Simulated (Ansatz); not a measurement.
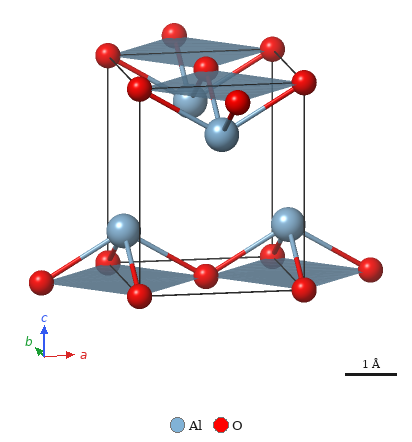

Fig. 1: The input geometry (polyhedral view of the cell of the calculation, seen slightly off an axis; polyhedra are completed across the faces of the cell).

Geometry relaxation, with input and output: AlO (part 1 of 2)

The run: geometry relaxation of AlO (P4/nmm, 4 atoms in the cell). Method and program: DFT PBE, scalar-relativistic, plane waves, PAW, no spin polarisation (Ansatz 0.2.0).

The structure was made by swapping elements on the sites of another compound; it need not be a known phase. It belongs to a series of runs on one base structure; here: litharge type (P4/nmm, No. 129).

**Input file**
```yaml
crystal:
  lattice:
    - [3.339343483, 0.0, 0.0]
    - [0.0, 3.339343483, 0.0]
    - [0.0, 0.0, 4.2195508684]
  atoms:
    - { symbol: Al, position: [0.0, 0.5, 0.2351] }
    - { symbol: Al, position: [0.5, 0.0, 0.7649] }
    - { symbol: O, position: [0.0, 0.0, 0.0] }
    - { symbol: O, position: [0.5, 0.5, 0.0] }
basis:
  ecutwfc: 420
kpoints:
  mp_grid: { grid: [6, 6, 4] }
hamiltonian:
  xc: pbe
scf:
  occupations: { method: gaussian, width: 0.1 }
  lower_state_search: "off"
output:
  forces: true
  stress: true
  eigenvalues: true
relax:
  adjacent_minimum: "off"
  f_tol: 0.04
  max_steps: 70
  cell: { stress_tol: 0.4 }
```

Hardware: 1 thread of Intel Xeon (Granite Rapids), 192 GiB of memory available, shared host.

Command:
```bash
ansatz run input.yaml --threads 1 --pin off --max-ram 2560MiB --backend cpu --events-out ev --progress --plain --runs-dir out
```

**Log**
```
Engine: ansatz 0.2.0, x86_64-unknown-linux-gnu
Pseudopotentials: kind: paw
Pseudopotential: Al, paw, valence charge 3, recommended cutoff 420 eV (normal), Al.paw.azcp
Pseudopotential: O, paw, valence charge 6, recommended cutoff 420 eV (normal), O.paw.azcp
Functional definition: PBE
  parameter kappa = 0.804
  parameter beta = 0.06672455060314922
  exchange = pbe_x(kappa = kappa, mu = beta*pi^2/3)
  correlation = pbe_c(beta = beta)
Crystal: 4 atoms, lattice volume = 47.053 Å³
Basis set: ecut = 420 eV, 911 PW (Γ), exchange–correlation on 48×48×60 points (8 copies of the dense FFT grid, shifted against one another)
Bands: 13, of which v1, the nominal top of the filled ones, is band 9 counted from 1 (8 counted from 0)
Symmetry: 16 space group operations
Space group: P4/nmm (ITA 129), of the structure as read, at distance tolerance 3.6e-5 Å
k-points: 30 of 144
Non-local potential: Al, projectors of the file, l = 0: 2, l = 1: 2, l = 2: 1
Non-local potential: O, projectors of the file, l = 0: 2, l = 1: 2, l = 2: 1
PAW form: soft (Blöchl's): semilocal exchange-correlation on the pseudo side does not see the compensation charge
PAW one-centre angular grid: Al, 110 points (default); XC on 64 Gauss nodes
PAW one-centre angular grid: O, 110 points (default); XC on 64 Gauss nodes
Initial density: superposition of atomic densities (neutral atoms: chi_scale 0, normalization atom), corrected by the library's trained network
Initial wavefunctions: pseudopotential atomic-orbital guess
Functional: x = pbe(κ = 0.804, μ = 0.2195149727645171), c = pbe(β = 0.06672455060314922)
SCF iter   1: F=—  HF=-2212.050609 eV  |F-HF|=—  |Δ(HF+E_count)|=         —  Δρ=7.43e-3  dr2=4.22e-2  ethr=1.77e-3  ⟨swp⟩=5.5  Hψ=2324  notcnv=0
preconditioner: auto → none  [insulator: Δε(μ)=0.186 eV  Ē_g=13.011 eV  σ=0.100 eV  W_gap=0.57  n_scr=6 (ndim 8)  ℏωp=23.0 eV  f_vac=0.000  D(μ)=0.60/eV (n_scr^D=2)  ε∞_Penn≈4.1]
SCF iter   2: F=—  HF=-2212.039481 eV  |F-HF|=—  |Δ(HF+E_count)|=   1.11e-2  Δρ=2.84e-3  dr2=2.92e-3  ethr=2.34e-4  ⟨swp⟩=2.0  Hψ=702  notcnv=0
SCF iter   3: F=—  HF=-2212.039321 eV  |F-HF|=—  |Δ(HF+E_count)|=   1.60e-4  Δρ=8.85e-4  dr2=1.23e-4  ethr=1.62e-5  ⟨swp⟩=2.6  Hψ=645  notcnv=0
SCF iter   4: F=—  HF=-2212.039432 eV  |F-HF|=—  |Δ(HF+E_count)|=   1.10e-4  Δρ=1.69e-4  dr2=5.28e-6  ethr=6.82e-7  ⟨swp⟩=2.2  Hψ=595  notcnv=0
SCF iter   5: F=—  HF=-2212.039486 eV  |F-HF|=—  |Δ(HF+E_count)|=   5.42e-5  Δρ=1.13e-5  dr2=2.81e-8  ethr=2.93e-8  ⟨swp⟩=2.0  Hψ=573  notcnv=0
SCF iter   6: F=-2212.039486 eV  HF=-2212.039486 eV  |F-HF|=2.32e-11  |Δ(HF+E_count)|=   3.67e-8  Δρ=6.64e-7  dr2=1.25e-10  ethr=1.56e-10  ⟨swp⟩=2.4  Hψ=1485  notcnv=0
SCF 1 converged in 6 iterations: F = -2212.039486 eV  dr2 = 1.25e-10
  greatest PAW one-centre occupation: 0.868 electrons in one spin orbital (limit 2), on the O atom at site 3 (counted from 0), in its partial waves of l = 0
relax step   1: F+E_penalty+E_count = -2212.03948576 eV  Δ(F+E_penalty+E_count) = +0.000e0 eV  max|allowed force component| = 2.825e0 eV/Å  Δτ_max = 0.0000 Å  P = +2.446 GPa  Ω = 47.053 Å³  (6 SCF iters, dr2 threshold 1.00e-7 eV, accepted)
Crystal: 4 atoms, lattice volume = 53.133 Å³
Basis set: ecut = 420 eV, 1027 PW (Γ), exchange–correlation on 48×48×60 points (8 copies of the dense FFT grid, shifted against one another)
Initial density: handed on by an earlier stage of this run
Initial wavefunctions: those handed on with the density
iter 1 solved again at ethr=1.06e-3 eV; its pass at ethr=3.10e-3 eV (dr2=1.91e-1 eV) is discarded
SCF iter   1: F=—  HF=-2212.584007 eV  |F-HF|=—  |Δ(HF+E_count)|=         —  Δρ=1.48e-2  dr2=1.92e-1  ethr=1.06e-3  ⟨swp⟩=1.0  Hψ=2709  notcnv=0
preconditioner: auto → none  [insulator: Δε(μ)=0.145 eV  Ē_g=12.860 eV  σ=0.100 eV  W_gap=0.61  n_scr=6 (ndim 8)  ℏωp=21.6 eV  f_vac=0.000  D(μ)=1.50/eV (n_scr^D=6)  ε∞_Penn≈3.8]
SCF iter   2: F=—  HF=-2212.523061 eV  |F-HF|=—  |Δ(HF+E_count)|=   6.09e-2  Δρ=6.64e-3  dr2=1.86e-2  ethr=1.06e-3  ⟨swp⟩=2.6  Hψ=663  notcnv=0
SCF iter   3: F=—  HF=-2212.518408 eV  |F-HF|=—  |Δ(HF+E_count)|=   4.65e-3  Δρ=1.85e-3  dr2=6.37e-4  ethr=1.03e-4  ⟨swp⟩=2.5  Hψ=828  notcnv=0
SCF iter   4: F=—  HF=-2212.518574 eV  |F-HF|=—  |Δ(HF+E_count)|=   1.66e-4  Δρ=4.29e-4  dr2=3.14e-5  ethr=3.54e-6  ⟨swp⟩=2.7  Hψ=631  notcnv=0
SCF iter   5: F=—  HF=-2212.518494 eV  |F-HF|=—  |Δ(HF+E_count)|=   7.99e-5  Δρ=1.96e-5  dr2=1.53e-7  ethr=1.74e-7  ⟨swp⟩=2.1  Hψ=580  notcnv=0
SCF iter   6: F=-2212.518494 eV  HF=-2212.518494 eV  |F-HF|=2.28e-9  |Δ(HF+E_count)|=   2.15e-7  Δρ=2.49e-6  dr2=3.87e-9  ethr=8.48e-10  ⟨swp⟩=2.5  Hψ=1592  notcnv=0
SCF 2 converged in 6 iterations: F = -2212.518494 eV  dr2 = 3.87e-9
  greatest PAW one-centre occupation: 0.866 electrons in one spin orbital (limit 2), on the O atom at site 3 (counted from 0), in its partial waves of l = 0
relax step   2: F+E_penalty+E_count = -2212.51849407 eV  Δ(F+E_penalty+E_count) = -4.790e-1 eV  max|allowed force component| = 3.420e-1 eV/Å  Δτ_max = 0.1779 Å  P = -3.990 GPa  Ω = 53.133 Å³  energy of the carried Pulay correction = -1.867e-2 eV  (6 SCF iters, dr2 threshold 4.00e-7 eV, accepted)
Crystal: 4 atoms, lattice volume = 51.346 Å³
Basis set: ecut = 420 eV, 995 PW (Γ), exchange–correlation on 48×48×60 points (8 copies of the dense FFT grid, shifted against one another)
iter 1 solved again at ethr=4.20e-5 eV; its pass at ethr=3.10e-3 eV (dr2=7.55e-3 eV) is discarded
SCF iter   1: F=—  HF=-2212.542786 eV  |F-HF|=—  |Δ(HF+E_count)|=         —  Δρ=3.82e-3  dr2=8.07e-3  ethr=4.20e-5  ⟨swp⟩=1.0  Hψ=2787  notcnv=0
preconditioner: auto → none  [metal: Δε(μ)=0.101 eV  Ē_g=13.459 eV  σ=0.100 eV  W_gap=0.47  n_scr=6 (ndim 8)  ℏωp=22.0 eV  f_vac=0.000  D(μ)=1.14/eV (n_scr^D=6)]
SCF iter   2: F=—  HF=-2212.540755 eV  |F-HF|=—  |Δ(HF+E_count)|=   2.03e-3  Δρ=9.90e-4  dr2=4.08e-4  ethr=4.20e-5  ⟨swp⟩=2.4  Hψ=624  notcnv=0
SCF iter   3: F=—  HF=-2212.540757 eV  |F-HF|=—  |Δ(HF+E_count)|=   1.86e-6  Δρ=3.62e-4  dr2=4.36e-5  ethr=2.27e-6  ⟨swp⟩=1.8  Hψ=429  notcnv=0
SCF iter   4: F=—  HF=-2212.540670 eV  |F-HF|=—  |Δ(HF+E_count)|=   8.70e-5  Δρ=4.87e-5  dr2=5.13e-7  ethr=2.42e-7  ⟨swp⟩=2.8  Hψ=608  notcnv=0
iter 5 did not close the SCF: its close was put off for the readings that it lacked (scf_convergence_deferred on its scf_iter line)
SCF iter   5: F=-2212.540670 eV  HF=-2212.540670 eV  |F-HF|=4.50e-9  |Δ(HF+E_count)|=   6.12e-7  Δρ=3.37e-6  dr2=3.86e-9  ethr=2.85e-9  ⟨swp⟩=2.2  Hψ=600  notcnv=0
SCF iter   6: F=-2212.540670 eV  HF=-2212.540670 eV  |F-HF|=4.46e-11  |Δ(HF+E_count)|=   5.41e-9  Δρ=3.71e-7  dr2=3.51e-11  ethr=2.14e-11  ⟨swp⟩=1.1  Hψ=1170  notcnv=0
SCF 3 converged in 6 iterations: F = -2212.540670 eV  dr2 = 3.51e-11
relax step   3: F+E_penalty+E_count = -2212.54067037 eV  Δ(F+E_penalty+E_count) = -2.218e-2 eV  max|allowed force component| = 2.239e-1 eV/Å  Δτ_max = 0.0120 Å  P = -1.678 GPa  Ω = 51.346 Å³  energy of the carried Pulay correction = -1.343e-2 eV  (6 SCF iters, dr2 threshold 4.00e-7 eV, accepted)
Crystal: 4 atoms, lattice volume = 51.446 Å³
Basis set: ecut = 420 eV, 1011 PW (Γ), exchange–correlation on 48×48×60 points (8 copies of the dense FFT grid, shifted against one another)
iter 1 solved again at ethr=4.07e-6 eV; its pass at ethr=3.10e-3 eV (dr2=7.32e-4 eV) is discarded
SCF iter   1: F=—  HF=-2212.548507 eV  |F-HF|=—  |Δ(HF+E_count)|=         —  Δρ=1.41e-3  dr2=7.67e-4  ethr=4.07e-6  ⟨swp⟩=1.2  Hψ=2644  notcnv=0
preconditioner: auto → none  [metal: Δε(μ)=0.076 eV  Ē_g=13.465 eV  σ=0.100 eV  W_gap=0.37  n_scr=6 (ndim 8)  ℏωp=22.0 eV  f_vac=0.000  D(μ)=1.29/eV (n_scr^D=6)]
SCF iter   2: F=—  HF=-2212.548317 eV  |F-HF|=—  |Δ(HF+E_count)|=   1.91e-4  Δρ=4.44e-4  dr2=8.31e-5  ethr=4.07e-6  ⟨swp⟩=2.7  Hψ=680  notcnv=0
SCF iter   3: F=—  HF=-2212.548200 eV  |F-HF|=—  |Δ(HF+E_count)|=   1.17e-4  Δρ=1.19e-4  dr2=5.41e-6  ethr=4.62e-7  ⟨swp⟩=1.9  Hψ=494  notcnv=0
iter 4 did not close the SCF: its close was put off for the readings that it lacked (scf_convergence_deferred on its scf_iter line)
SCF iter   4: F=-2212.548201 eV  HF=-2212.548201 eV  |F-HF|=2.98e-8  |Δ(HF+E_count)|=   4.07e-7  Δρ=2.32e-5  dr2=1.06e-7  ethr=3.01e-8  ⟨swp⟩=2.5  Hψ=684  notcnv=0
iter 5 did not close the SCF: its close was put off for the readings that it lacked (scf_convergence_deferred on its scf_iter line)
SCF iter   5: F=-2212.548201 eV  HF=-2212.548201 eV  |F-HF|=2.22e-10  |Δ(HF+E_count)|=   3.90e-8  Δρ=9.99e-7  dr2=2.46e-10  ethr=5.89e-10  ⟨swp⟩=2.6  Hψ=580  notcnv=0
SCF iter   6: F=-2212.548201 eV  HF=-2212.548201 eV  |F-HF|=1.82e-12  |Δ(HF+E_count)|=  3.47e-10  Δρ=8.00e-8  dr2=1.53e-12  ethr=1.36e-12  ⟨swp⟩=1.0  Hψ=1181  notcnv=0
SCF 4 converged in 6 iterations: F = -2212.548201 eV  dr2 = 1.53e-12
relax step   4: F+E_penalty+E_count = -2212.54820054 eV  Δ(F+E_penalty+E_count) = -7.530e-3 eV  max|allowed force component| = 5.553e-2 eV/Å  Δτ_max = 0.0099 Å  P = -0.660 GPa  Ω = 51.446 Å³  energy of the carried Pulay correction = -1.372e-2 eV  (6 SCF iters, dr2 threshold 4.00e-7 eV, accepted)
Crystal: 4 atoms, lattice volume = 51.304 Å³
Basis set: ecut = 420 eV, 1019 PW (Γ), exchange–correlation on 48×48×60 points (8 copies of the dense FFT grid, shifted against one another)
iter 1 solved again at ethr=1.56e-6 eV; its pass at ethr=3.10e-3 eV (dr2=2.80e-4 eV) is discarded
SCF iter   1: F=—  HF=-2212.549395 eV  |F-HF|=—  |Δ(HF+E_count)|=         —  Δρ=7.97e-4  dr2=2.61e-4  ethr=1.56e-6  ⟨swp⟩=2.6  Hψ=2471  notcnv=0
preconditioner: auto → none  [metal: Δε(μ)=0.073 eV  Ē_g=13.508 eV  σ=0.100 eV  W_gap=0.35  n_scr=6 (ndim 8)  ℏωp=22.0 eV  f_vac=0.000  D(μ)=1.32/eV (n_scr^D=6)]
SCF iter   2: F=—  HF=-2212.549216 eV  |F-HF|=—  |Δ(HF+E_count)|=   1.79e-4  Δρ=1.56e-4  dr2=7.90e-6  ethr=1.45e-6  ⟨swp⟩=2.1  Hψ=608  notcnv=0
SCF iter   3: F=—  HF=-2212.549215 eV  |F-HF|=—  |Δ(HF+E_count)|=   1.01e-6  Δρ=6.11e-5  dr2=1.12e-6  ethr=4.39e-8  ⟨swp⟩=1.7  Hψ=458  notcnv=0
iter 4 did not close the SCF: its close was put off for the readings that it lacked (scf_convergence_deferred on its scf_iter line)
SCF iter   4: F=-2212.549215 eV  HF=-2212.549215 eV  |F-HF|=1.55e-11  |Δ(HF+E_count)|=   1.16e-8  Δρ=3.85e-6  dr2=3.78e-9  ethr=6.24e-9  ⟨swp⟩=2.0  Hψ=660  notcnv=0
iter 5 did not close the SCF: its close was put off for the readings that it lacked (scf_convergence_deferred on its scf_iter line)
SCF iter   5: F=-2212.549215 eV  HF=-2212.549215 eV  |F-HF|=7.87e-11  |Δ(HF+E_count)|=  6.19e-10  Δρ=4.50e-7  dr2=1.25e-10  ethr=2.10e-11  ⟨swp⟩=2.9  Hψ=654  notcnv=0
SCF iter   6: F=-2212.549215 eV  HF=-2212.549215 eV  |F-HF|=9.09e-13  |Δ(HF+E_count)|=  3.18e-11  Δρ=9.01e-8  dr2=3.38e-12  ethr=1.00e-12  ⟨swp⟩=1.0  Hψ=947  notcnv=0
SCF 5 converged in 6 iterations: F = -2212.549215 eV  dr2 = 3.38e-12
relax step   5: F+E_penalty+E_count = -2212.54921471 eV  Δ(F+E_penalty+E_count) = -1.014e-3 eV  max|allowed force component| = 3.806e-3 eV/Å  Δτ_max = 0.0016 Å  P = -0.018 GPa  Ω = 51.304 Å³  energy of the carried Pulay correction = -1.330e-2 eV  (6 SCF iters, dr2 threshold 4.00e-7 eV, accepted)
Initial wavefunctions: pseudopotential atomic-orbital guess (no wavefunctions were taken with the density)
iter 1 solved again at ethr=4.20e-7 eV; its pass at ethr=3.10e-3 eV (dr2=7.55e-5 eV) is discarded
SCF iter   1: F=—  HF=-2212.571673 eV  |F-HF|=—  |Δ(HF+E_count)|=         —  Δρ=9.02e-4  dr2=6.08e-5  ethr=4.20e-7  ⟨swp⟩=2.8  Hψ=3285  notcnv=0
preconditioner: auto → none  [metal: Δε(μ)=0.072 eV  Ē_g=13.501 eV  σ=0.100 eV  W_gap=0.35  n_scr=6 (ndim 8)  ℏωp=22.0 eV  f_vac=0.000  D(μ)=1.32/eV (n_scr^D=6)]
SCF iter   2: F=—  HF=-2212.571746 eV  |F-HF|=—  |Δ(HF+E_count)|=   7.32e-5  Δρ=4.03e-4  dr2=1.05e-5  ethr=3.38e-7  ⟨swp⟩=2.2  Hψ=610  notcnv=0
SCF iter   3: F=—  HF=-2212.571808 eV  |F-HF|=—  |Δ(HF+E_count)|=   6.12e-5  Δρ=8.87e-5  dr2=4.98e-7  ethr=5.83e-8  ⟨swp⟩=2.7  Hψ=698  notcnv=0
SCF iter   4: F=—  HF=-2212.571812 eV  |F-HF|=—  |Δ(HF+E_count)|=   4.72e-6  Δρ=6.79e-6  dr2=6.39e-9  ethr=2.77e-9  ⟨swp⟩=2.0  Hψ=645  notcnv=0
iter 5 did not close the SCF: its close was put off for the readings that it lacked (scf_convergence_deferred on its scf_iter line)
SCF iter   5: F=-2212.571812 eV  HF=-2212.571812 eV  |F-HF|=4.23e-11  |Δ(HF+E_count)|=   1.38e-8  Δρ=4.01e-7  dr2=2.22e-11  ethr=3.55e-11  ⟨swp⟩=2.3  Hψ=655  notcnv=0
SCF iter   6: F=-2212.571812 eV  HF=-2212.571812 eV  |F-HF|=4.55e-13  |Δ(HF+E_count)|=  4.87e-11  Δρ=2.79e-8  dr2=1.89e-13  ethr=1.00e-12  ⟨swp⟩=1.9  Hψ=1028  notcnv=0
SCF 6 converged in 6 iterations: F = -2212.571812 eV  dr2 = 1.89e-13
relax step   6: F+E_penalty+E_count = -2212.57181225 eV  Δ(F+E_penalty+E_count) = -2.260e-2 eV  max|allowed force component| = 4.720e-3 eV/Å  Δτ_max = 0.0000 Å  P = +0.728 GPa  Ω = 51.304 Å³  stress off target by 7.75e-1 GPa  SCF on the basis re-selected at this cell (its energy is not comparable with the rows above)  (6 SCF iters)
basis re-selected at this cell: Δ(F+E_penalty+E_count) = -2.260e-2 eV, ΔP = +0.745 GPa vs the last step (what re-selecting the basis moved, of the pressure what is left beyond the Pulay correction that the steps carried, after the strain that the cell walked since its last selection, with what the two solves' SCF thresholds leave and, on support functions, any second-order correction that the steps lacked; it is no measure of the basis error at this ecutwfc). This SCF's stress stands 7.75e-1 GPa from its target on what of the cell is left free (relax.cell.stress_tol is 4.00e-1 GPa) and its largest allowed force component is 4.72e-3 eV/Å (relax.f_tol is 4.00e-2 eV/Å): not within both, so this SCF does not close the relaxation
Crystal: 4 atoms, lattice volume = 51.664 Å³
iter 1 solved again at ethr=3.31e-6 eV; its pass at ethr=3.10e-3 eV (dr2=5.96e-4 eV) is discarded
```
